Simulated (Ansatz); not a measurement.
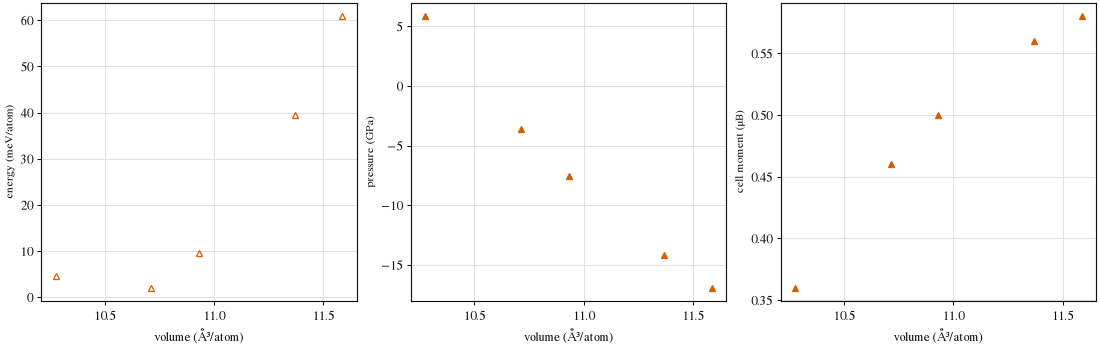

Plotted: energy, pressure and cell moment against volume for AlNi₃, space group Pm-3m (No. 221).

Cell as given: a = 3.523 Å, b = 3.523 Å, c = 3.523 Å, α = 90.00°, β = 90.00°, γ = 90.00°; 4 atoms.

How it was computed, with Ansatz 0.2.0: all-electron LAPW DFT, collinear spins; energies at scaled volumes of the given cell, shape and fractions fixed, counted from the fit's minimum, third-order Birch-Murnaghan fit. Level: LDA, collinear spin.

- k mesh: 8×8×8
- occupations: Fermi–Dirac
- smearing width: 0.05 eV
- potentials: all electron LAPW, scalar relativistic
- program settings: basis error eV/atom 0.002

The points at volume 10.49 Å³/atom and 11.15 Å³/atom are left out of the plot. What values does the calculation give there?

```tsv
volume (Å³/atom)	energy (meV/atom)	pressure (GPa)	cell moment (μB)
10.49	0.11	0.85	0.42
11.15	22.36	-11.03	0.53
```
